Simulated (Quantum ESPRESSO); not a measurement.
# SiC(110), H on both faces, stepped through the number of layers, part 8 of 11

Aim: how the results for SiC(110), H on both faces change with the number of layers.

Quantum ESPRESSO 7.5; plane-wave DFT, PBE, GBRV ultrasoft pseudopotentials.

So far. Step 10 (Band structure, 3 layers): Along this path the valence top lies at Γ and the conduction bottom at Y. Step 11 (Relaxation with pw.x, 4 layers): The relaxation lowers the energy by 5 meV an atom.

**13. SCF with pw.x, 4 layers: field 0.1 V/Å**

Input file m1.f1.in:

```
&control
  prefix = 'm1.f1'
  outdir = './out'
  pseudo_dir = './pseudo'
  calculation = 'scf'
  tprnfor = .true.
  tefield = .true.
  dipfield = .true.
/
&system
  ibrav = 0
  nat = 12
  ntyp = 3
  ecutwfc = 40
  ecutrho = 200
  occupations = 'smearing'
  smearing = 'fd'
  degauss = 0.002
  edir = 3
  emaxpos = 0.97
  eopreg = 0.04
  eamp = 0.00194469
  nbnd = 22
/
&electrons
  conv_thr = 1e-09
  mixing_beta = 0.4
  electron_maxstep = 120
  mixing_mode = 'plain'
  startingpot = 'file'
/
ATOMIC_SPECIES
  H   1.0080  h_pbe_v1.4.uspp.F.UPF
  Si  28.0850  si_pbe_v1.uspp.F.UPF
  C   12.0110  c_pbe_v1.2.uspp.F.UPF
CELL_PARAMETERS angstrom
  4.37818550200000 0.00000000000000 0.00000000000000
  0.00000000000000 3.09619996900000 0.00000000000000
  0.00000000000000 0.00000000000000 23.03928810299718
ATOMIC_POSITIONS crystal
  H   0.813475552100 0.000000000000 0.345489105100
  H   0.388594818200 0.500000000000 0.361263155900
  Si  0.003583784500 0.000000000000 0.399846573500
  C   0.244902644700 0.500000000000 0.400814383100
  Si  0.502325920400 0.500000000000 0.466577849100
  C   0.750981984600 0.000000000000 0.466256688400
  Si  0.002325920400 0.000000000000 0.533422150900
  C   0.250981984600 0.500000000000 0.533743311600
  Si  0.503583784500 0.500000000000 0.600153426500
  C   0.744902644700 0.000000000000 0.599185616900
  H   0.888594818200 0.000000000000 0.638736844100
  H   0.313475552100 0.500000000000 0.654510894900
K_POINTS automatic
  4 8 1 0 0 0
```

Run with:

```sh
> cp -r out/m1.f0.save out/m1.f1.save
> OMP_NUM_THREADS=1 mpirun -n 4 pw.x -nk 2 -in m1.f1.in > m1.f1.out
```

The log of the run:

```text
[banner, memory and clock lines left out]
Program PWSCF v.7.5 starts
[...]
number of electrons       =        36.00
     number of Kohn-Sham states=           22
     kinetic-energy cutoff     =      40.0000  Ry
     charge density cutoff     =     200.0000  Ry
[...]
number of k points=    18  Fermi-Dirac smearing, width (Ry)=  0.0020
[...]
Dense  grid:   100717 G-vectors     FFT dimensions: (  40,  27, 200)
[...]
The initial density is read from file :
[...]
negative rho (up, down):  1.246E-03 0.000E+00
[...]
Starting wfcs are   36 randomized atomic wfcs
[...]
negative rho (up, down):  1.247E-03 0.000E+00
[...]
estimated scf accuracy    <       0.00444277 Ry
[...]
negative rho (up, down):  1.247E-03 0.000E+00
[...]
estimated scf accuracy    <       0.00704514 Ry
[...]
negative rho (up, down):  1.247E-03 0.000E+00
[...]
estimated scf accuracy    <       0.00002003 Ry
[...]
negative rho (up, down):  1.246E-03 0.000E+00
[...]
estimated scf accuracy    <       0.00000638 Ry
[...]
negative rho (up, down):  1.246E-03 0.000E+00
[...]
estimated scf accuracy    <       0.00000007 Ry
[...]
negative rho (up, down):  1.246E-03 0.000E+00
[...]
estimated scf accuracy    <       0.00000009 Ry
[...]
negative rho (up, down):  1.246E-03 0.000E+00
[...]
estimated scf accuracy    <          8.2E-09 Ry
[...]
negative rho (up, down):  1.246E-03 0.000E+00
[...]
estimated scf accuracy    <       0.00000002 Ry
[...]
negative rho (up, down):  1.246E-03 0.000E+00
[...]
Computed dipole along edir(3) :
        Dipole                0.0954 Ry au,          0.2424 Debye
        Dipole field          0.0006 Ry au,
        E field amplitude [Ha a.u.]:  1.9447E-03
        Potential amp.        0.1150 Ry
        Total length         41.7964 bohr
[...]
the Fermi energy is    -0.1638 ev
!    total energy              =     -89.14398311 Ry
     estimated scf accuracy    <          4.5E-10 Ry
     smearing contrib. (-TS)   =      -0.00000000 Ry
     internal energy E=F+TS    =     -89.14398311 Ry
[...]
one-electron contribution =   -1167.21608500 Ry
     hartree contribution      =     592.74474084 Ry
     xc contribution           =     -35.15229922 Ry
     ewald contribution        =     520.47997692 Ry
     electric field correction =      -0.00031664 Ry
     convergence has been achieved in   9 iterations
     negative rho (up, down):  1.246E-03 0.000E+00
[...]
Total force =     0.004637     Total SCF correction =     0.000058
[...]
```

Elapsed: 28 s, on 4 MPI ranks of Arm Neoverse V1, shared host; peak memory 0.43 GiB.

Numbers from this step:

```
free energy                          : -1212.8657 eV
Fermi energy                         : -0.1638 eV
dipole along the normal              : 0.05047 e·Å
valence top, on the run's zero       : -1.067 eV
conduction bottom, on the run's zero : 1.399 eV
gap by band count                    : 2.467 eV
```

**14. Relaxation with pw.x, 9 layers**

System of this step: SiC(110), H on both faces, 9 layers. The cell holds 22 atoms: 4 H, 9 Si and 9 C. Its edges and angles: a = 4.378 Å, b = 3.096 Å, c = 30.780 Å, α = 90.0°, β = 90.0°, γ = 90.0°. It derives from SiC. Vacuum lies along c.

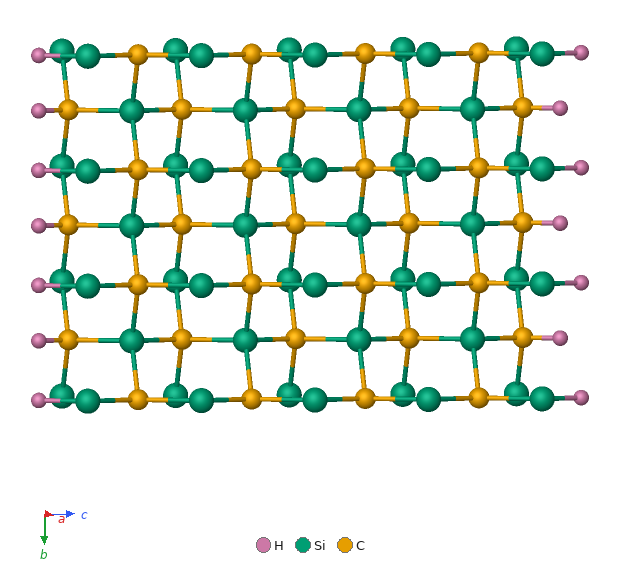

The cell of this step (hydrogen pink, silicon teal, carbon orange). 1×3×1 cells are drawn. Some periodic images of atoms are drawn too.

Input file m6.relax.in:

```
&control
  prefix = 'm6.relax'
  outdir = './out'
  pseudo_dir = './pseudo'
  nstep = 80
  forc_conv_thr = 0.0006
  calculation = 'relax'
/
&system
  ibrav = 0
  nat = 22
  ntyp = 3
  ecutwfc = 40
  ecutrho = 200
  occupations = 'smearing'
  smearing = 'fd'
  degauss = 0.002
/
&electrons
  conv_thr = 1e-08
  mixing_beta = 0.4
  electron_maxstep = 120
  mixing_mode = 'plain'
/
&ions
/
ATOMIC_SPECIES
  H   1.0080  h_pbe_v1.4.uspp.F.UPF
  Si  28.0850  si_pbe_v1.uspp.F.UPF
  C   12.0110  c_pbe_v1.2.uspp.F.UPF
CELL_PARAMETERS angstrom
  4.37818550200000 0.00000000000000 0.00000000000000
  0.00000000000000 3.09619996900000 0.00000000000000
  0.00000000000000 0.00000000000000 30.77978802549718
ATOMIC_POSITIONS crystal
  H   0.806231759000 0.000000000000 0.259832966503
  H   0.397632945500 0.500000000000 0.269114648387
  Si  0.000000000000 0.000000000000 0.298816030414
  C   0.250000000000 0.500000000000 0.298816030414
  Si  0.500000000000 0.500000000000 0.349112022810
  C   0.750000000000 0.000000000000 0.349112022810
  Si  0.000000000000 0.000000000000 0.399408015207
  C   0.250000000000 0.500000000000 0.399408015207
  Si  0.500000000000 0.500000000000 0.449704007603
  C   0.750000000000 0.000000000000 0.449704007603
  Si  0.000000000000 0.000000000000 0.500000000000
  C   0.250000000000 0.500000000000 0.500000000000
  Si  0.500000000000 0.500000000000 0.550295992397
  C   0.750000000000 0.000000000000 0.550295992397
  Si  0.000000000000 0.000000000000 0.600591984793
  C   0.250000000000 0.500000000000 0.600591984793
  Si  0.500000000000 0.500000000000 0.650887977190
  C   0.750000000000 0.000000000000 0.650887977190
  Si  0.000000000000 0.000000000000 0.701183969586
  C   0.250000000000 0.500000000000 0.701183969586
  H   0.397632945500 0.500000000000 0.730885351613
  H   0.806231759000 0.000000000000 0.740167033497
K_POINTS automatic
  4 8 1 0 0 0
```

Run with:

```sh
> OMP_NUM_THREADS=1 mpirun -n 4 pw.x -nk 2 -in m6.relax.in > m6.relax.out
```

The log of the run:

```text
[banner, memory and clock lines left out]
Program PWSCF v.7.5 starts
[...]
Message from routine setup:
[...]
number of electrons       =        76.00
     number of Kohn-Sham states=           46
     kinetic-energy cutoff     =      40.0000  Ry
     charge density cutoff     =     200.0000  Ry
[...]
number of k points=    15  Fermi-Dirac smearing, width (Ry)=  0.0020
[...]
Dense  grid:   134459 G-vectors     FFT dimensions: (  40,  27, 270)
[...]
negative rho (up, down):  1.123E-03 0.000E+00
     Starting wfcs are   76 randomized atomic wfcs
[...]
negative rho (up, down):  9.670E-04 0.000E+00
[...]
estimated scf accuracy    <       4.14287978 Ry
[...]
negative rho (up, down):  1.129E-03 0.000E+00
[...]
estimated scf accuracy    <       0.21086251 Ry
[...]
negative rho (up, down):  1.293E-03 0.000E+00
[...]
estimated scf accuracy    <       0.06489433 Ry
[...]
negative rho (up, down):  1.439E-03 0.000E+00
[...]
estimated scf accuracy    <       0.03490010 Ry
[...]
negative rho (up, down):  1.497E-03 0.000E+00
[...]
estimated scf accuracy    <       0.00456309 Ry
[...]
negative rho (up, down):  1.526E-03 0.000E+00
[...]
estimated scf accuracy    <       0.00051473 Ry
[...]
negative rho (up, down):  1.544E-03 0.000E+00
[...]
estimated scf accuracy    <       0.00008929 Ry
[...]
negative rho (up, down):  1.555E-03 0.000E+00
[...]
estimated scf accuracy    <       0.00000319 Ry
[...]
negative rho (up, down):  1.561E-03 0.000E+00
[...]
estimated scf accuracy    <       0.00000047 Ry
[...]
negative rho (up, down):  1.565E-03 0.000E+00
[...]
estimated scf accuracy    <       0.00000011 Ry
[...]
negative rho (up, down):  1.567E-03 0.000E+00
[...]
estimated scf accuracy    <       0.00000004 Ry
[...]
negative rho (up, down):  1.570E-03 0.000E+00
[...]
the Fermi energy is     2.4010 ev
!    total energy              =    -194.72540152 Ry
     estimated scf accuracy    <          4.7E-09 Ry
     smearing contrib. (-TS)   =      -0.00000000 Ry
     internal energy E=F+TS    =    -194.72540152 Ry
[...]
one-electron contribution =   -3902.87758989 Ry
     hartree contribution      =    1978.20700072 Ry
     xc contribution           =     -75.59668937 Ry
     ewald contribution        =    1805.54187702 Ry
     convergence has been achieved in  12 iterations
     negative rho (up, down):  1.570E-03 0.000E+00
[...]
Total force =     0.068168     Total SCF correction =     0.000062
[...]
negative rho (up, down):  1.584E-03 0.000E+00
[...]
negative rho (up, down):  1.574E-03 0.000E+00
[...]
estimated scf accuracy    <       0.00046522 Ry
[...]
negative rho (up, down):  1.570E-03 0.000E+00
[...]
estimated scf accuracy    <       0.00010561 Ry
[...]
negative rho (up, down):  1.568E-03 0.000E+00
[...]
estimated scf accuracy    <       0.00004560 Ry
[...]
negative rho (up, down):  1.567E-03 0.000E+00
[...]
estimated scf accuracy    <       0.00000923 Ry
[...]
negative rho (up, down):  1.567E-03 0.000E+00
[...]
estimated scf accuracy    <       0.00000145 Ry
[...]
negative rho (up, down):  1.567E-03 0.000E+00
[...]
estimated scf accuracy    <       0.00000014 Ry
[...]
negative rho (up, down):  1.567E-03 0.000E+00
[...]
estimated scf accuracy    <       0.00000002 Ry
[...]
negative rho (up, down):  1.567E-03 0.000E+00
[...]
the Fermi energy is     2.3754 ev
!    total energy              =    -194.72818970 Ry
     estimated scf accuracy    <          1.8E-09 Ry
     smearing contrib. (-TS)   =      -0.00000000 Ry
     internal energy E=F+TS    =    -194.72818970 Ry
[...]
one-electron contribution =   -3903.90313620 Ry
     hartree contribution      =    1978.60565187 Ry
     xc contribution           =     -75.59988609 Ry
     ewald contribution        =    1806.16918071 Ry
     convergence has been achieved in   8 iterations
     negative rho (up, down):  1.567E-03 0.000E+00
[...]
Total force =     0.023338     Total SCF correction =     0.000060
[...]
negative rho (up, down):  1.565E-03 0.000E+00
[...]
negative rho (up, down):  1.562E-03 0.000E+00
[...]
estimated scf accuracy    <       0.00012557 Ry
[...]
negative rho (up, down):  1.560E-03 0.000E+00
[...]
estimated scf accuracy    <       0.00002912 Ry
[...]
negative rho (up, down):  1.559E-03 0.000E+00
[...]
estimated scf accuracy    <       0.00001372 Ry
[...]
negative rho (up, down):  1.558E-03 0.000E+00
[...]
estimated scf accuracy    <       0.00000160 Ry
[...]
negative rho (up, down):  1.558E-03 0.000E+00
[...]
estimated scf accuracy    <       0.00000034 Ry
[...]
negative rho (up, down):  1.558E-03 0.000E+00
[...]
estimated scf accuracy    <       0.00000005 Ry
[...]
negative rho (up, down):  1.558E-03 0.000E+00
[...]
estimated scf accuracy    <       0.00000002 Ry
[...]
negative rho (up, down):  1.558E-03 0.000E+00
[...]
the Fermi energy is     2.3809 ev
!    total energy              =    -194.72877892 Ry
     estimated scf accuracy    <          7.7E-10 Ry
     smearing contrib. (-TS)   =      -0.00000000 Ry
     internal energy E=F+TS    =    -194.72877892 Ry
[...]
one-electron contribution =   -3904.22053848 Ry
     hartree contribution      =    1978.77208035 Ry
     xc contribution           =     -75.60634524 Ry
     ewald contribution        =    1806.32602445 Ry
     convergence has been achieved in   8 iterations
     negative rho (up, down):  1.558E-03 0.000E+00
[...]
Total force =     0.016719     Total SCF correction =     0.000060
[...]
negative rho (up, down):  1.559E-03 0.000E+00
[...]
negative rho (up, down):  1.554E-03 0.000E+00
[...]
estimated scf accuracy    <       0.00025997 Ry
[...]
negative rho (up, down):  1.551E-03 0.000E+00
[...]
estimated scf accuracy    <       0.00003102 Ry
[...]
negative rho (up, down):  1.550E-03 0.000E+00
[...]
estimated scf accuracy    <       0.00000887 Ry
[...]
negative rho (up, down):  1.550E-03 0.000E+00
[...]
estimated scf accuracy    <       0.00000307 Ry
[...]
negative rho (up, down):  1.550E-03 0.000E+00
[...]
estimated scf accuracy    <       0.00000063 Ry
[...]
negative rho (up, down):  1.550E-03 0.000E+00
[...]
estimated scf accuracy    <       0.00000007 Ry
[...]
negative rho (up, down):  1.550E-03 0.000E+00
[...]
estimated scf accuracy    <       0.00000001 Ry
[...]
negative rho (up, down):  1.550E-03 0.000E+00
[...]
estimated scf accuracy    <          1.6E-09 Ry
[...]
negative rho (up, down):  1.550E-03 0.000E+00
[...]
estimated scf accuracy    <          8.2E-10 Ry
[...]
negative rho (up, down):  1.549E-03 0.000E+00
[...]
the Fermi energy is     2.3836 ev
!    total energy              =    -194.72925870 Ry
     estimated scf accuracy    <          2.7E-10 Ry
     smearing contrib. (-TS)   =      -0.00000000 Ry
     internal energy E=F+TS    =    -194.72925870 Ry
[...]
one-electron contribution =   -3904.72420324 Ry
     hartree contribution      =    1979.04130816 Ry
     xc contribution           =     -75.61709981 Ry
     ewald contribution        =    1806.57073620 Ry
     convergence has been achieved in  10 iterations
     negative rho (up, down):  1.549E-03 0.000E+00
[...]
Total force =     0.013910     Total SCF correction =     0.000034
[...]
negative rho (up, down):  1.552E-03 0.000E+00
[...]
negative rho (up, down):  1.549E-03 0.000E+00
[...]
estimated scf accuracy    <       0.00012789 Ry
[...]
negative rho (up, down):  1.547E-03 0.000E+00
[...]
estimated scf accuracy    <       0.00001613 Ry
[...]
negative rho (up, down):  1.547E-03 0.000E+00
[...]
estimated scf accuracy    <       0.00000376 Ry
[...]
negative rho (up, down):  1.546E-03 0.000E+00
[...]
estimated scf accuracy    <       0.00000109 Ry
[...]
negative rho (up, down):  1.546E-03 0.000E+00
[...]
estimated scf accuracy    <       0.00000027 Ry
[...]
negative rho (up, down):  1.546E-03 0.000E+00
[...]
estimated scf accuracy    <       0.00000005 Ry
[...]
negative rho (up, down):  1.546E-03 0.000E+00
[...]
estimated scf accuracy    <          3.5E-09 Ry
[...]
negative rho (up, down):  1.546E-03 0.000E+00
[...]
the Fermi energy is     2.3840 ev
!    total energy              =    -194.72949232 Ry
     estimated scf accuracy    <          4.5E-10 Ry
     smearing contrib. (-TS)   =      -0.00000000 Ry
     internal energy E=F+TS    =    -194.72949232 Ry
[...]
one-electron contribution =   -3905.48408534 Ry
     hartree contribution      =    1979.43905844 Ry
     xc contribution           =     -75.62438421 Ry
     ewald contribution        =    1806.93991877 Ry
     convergence has been achieved in   8 iterations
     negative rho (up, down):  1.546E-03 0.000E+00
[...]
Total force =     0.010195     Total SCF correction =     0.000026
[...]
negative rho (up, down):  1.548E-03 0.000E+00
[...]
negative rho (up, down):  1.548E-03 0.000E+00
[...]
estimated scf accuracy    <       0.00005778 Ry
[...]
negative rho (up, down):  1.547E-03 0.000E+00
[...]
estimated scf accuracy    <       0.00001006 Ry
[...]
negative rho (up, down):  1.547E-03 0.000E+00
[...]
estimated scf accuracy    <       0.00000380 Ry
[...]
negative rho (up, down):  1.547E-03 0.000E+00
[...]
estimated scf accuracy    <       0.00000100 Ry
[...]
negative rho (up, down):  1.547E-03 0.000E+00
[...]
estimated scf accuracy    <       0.00000014 Ry
[...]
negative rho (up, down):  1.547E-03 0.000E+00
[...]
estimated scf accuracy    <       0.00000002 Ry
[...]
negative rho (up, down):  1.547E-03 0.000E+00
[...]
estimated scf accuracy    <          2.1E-09 Ry
[...]
negative rho (up, down):  1.547E-03 0.000E+00
[...]
the Fermi energy is     2.3853 ev
!    total energy              =    -194.72961940 Ry
     estimated scf accuracy    <          2.0E-10 Ry
     smearing contrib. (-TS)   =      -0.00000000 Ry
     internal energy E=F+TS    =    -194.72961940 Ry
[...]
one-electron contribution =   -3906.43899966 Ry
     hartree contribution      =    1979.92228611 Ry
     xc contribution           =     -75.62932725 Ry
     ewald contribution        =    1807.41642140 Ry
     convergence has been achieved in   8 iterations
     negative rho (up, down):  1.547E-03 0.000E+00
[...]
Total force =     0.007373     Total SCF correction =     0.000016
[...]
negative rho (up, down):  1.548E-03 0.000E+00
[...]
negative rho (up, down):  1.549E-03 0.000E+00
[...]
estimated scf accuracy    <       0.00003194 Ry
[...]
negative rho (up, down):  1.549E-03 0.000E+00
[...]
estimated scf accuracy    <       0.00000604 Ry
[...]
negative rho (up, down):  1.550E-03 0.000E+00
[...]
estimated scf accuracy    <       0.00000147 Ry
[...]
negative rho (up, down):  1.550E-03 0.000E+00
[...]
estimated scf accuracy    <       0.00000026 Ry
[...]
negative rho (up, down):  1.550E-03 0.000E+00
[...]
estimated scf accuracy    <       0.00000011 Ry
[...]
negative rho (up, down):  1.550E-03 0.000E+00
[...]
estimated scf accuracy    <          5.9E-09 Ry
[...]
negative rho (up, down):  1.550E-03 0.000E+00
[...]
estimated scf accuracy    <          1.0E-09 Ry
[...]
negative rho (up, down):  1.550E-03 0.000E+00
[...]
the Fermi energy is     2.3841 ev
!    total energy              =    -194.72970332 Ry
     estimated scf accuracy    <          1.2E-10 Ry
     smearing contrib. (-TS)   =      -0.00000000 Ry
     internal energy E=F+TS    =    -194.72970332 Ry
[...]
one-electron contribution =   -3907.65093232 Ry
     hartree contribution      =    1980.52661007 Ry
     xc contribution           =     -75.63220284 Ry
     ewald contribution        =    1808.02682177 Ry
     convergence has been achieved in   8 iterations
     negative rho (up, down):  1.550E-03 0.000E+00
[...]
Total force =     0.006753     Total SCF correction =     0.000029
[...]
negative rho (up, down):  1.551E-03 0.000E+00
[...]
negative rho (up, down):  1.552E-03 0.000E+00
[...]
estimated scf accuracy    <       0.00003873 Ry
[...]
negative rho (up, down):  1.553E-03 0.000E+00
[...]
estimated scf accuracy    <       0.00000724 Ry
[...]
negative rho (up, down):  1.554E-03 0.000E+00
[...]
estimated scf accuracy    <       0.00000119 Ry
[...]
negative rho (up, down):  1.554E-03 0.000E+00
[...]
estimated scf accuracy    <       0.00000028 Ry
[...]
negative rho (up, down):  1.554E-03 0.000E+00
[...]
estimated scf accuracy    <       0.00000009 Ry
[...]
negative rho (up, down):  1.555E-03 0.000E+00
[...]
estimated scf accuracy    <       0.00000001 Ry
[...]
negative rho (up, down):  1.555E-03 0.000E+00
[...]
estimated scf accuracy    <          9.9E-10 Ry
[...]
negative rho (up, down):  1.555E-03 0.000E+00
[...]
estimated scf accuracy    <          2.1E-10 Ry
[...]
negative rho (up, down):  1.555E-03 0.000E+00
[...]
```

It took 12 min on 4 MPI ranks; peak memory 0.99 GiB; 47 min of CPU time.

Step by step:

| step | energy less that of the first step (eV) | largest force (eV/Å) |
| --- | --- | --- |
| 1 | 0.0000 | 0.9276 |
| 2 | -0.0379 | 0.2866 |
| 3 | -0.0460 | 0.1840 |
| 4 | -0.0525 | 0.1661 |
| 5 | -0.0557 | 0.1183 |
| 6 | -0.0574 | 0.0718 |
| 7 | -0.0585 | 0.0595 |
| 8 | -0.0596 | 0.0595 |
| 9 | -0.0603 | 0.0517 |
| 10 | -0.0608 | 0.0433 |
| 11 | -0.0611 | 0.0279 |
| 12 | -0.0613 | 0.0154 |

The atoms that moved most (Å):

| atom | dx | dy | dz | length |
| --- | --- | --- | --- | --- |
| H21 | -0.044 | 0.000 | -0.035 | 0.056 |
| H2 | -0.044 | 0.000 | 0.035 | 0.056 |
| H22 | 0.025 | 0.000 | 0.038 | 0.045 |
| H1 | 0.025 | 0.000 | -0.038 | 0.045 |
| C4 | -0.025 | 0.000 | 0.033 | 0.041 |
| C20 | -0.025 | 0.000 | -0.033 | 0.041 |
| Si3 | 0.013 | 0.000 | 0.013 | 0.019 |
| Si19 | 0.013 | 0.000 | -0.013 | 0.019 |

The relaxation lowers the energy by 3 meV an atom.

This step gave:

* free energy: -2649.4353 eV
* Fermi energy: 2.374 eV

(Part 8 of 11 ends here.)

[Logs are printed without paths, hosts, clocks, repeated set-up lines and the standing remarks that a program may print on its own settings, such as how far it seeks lower states.]

[Hosts, paths, dates, database ids (printed as entryN), source tags and the programs' standing remarks are cut or masked in the printed files.]

[Maps of the electrostatic potential energy from Ansatz leave out the sawtooth potential of an applied field or a dipole correction, so their vacuum need not be flat; planar profiles and work functions include it.]
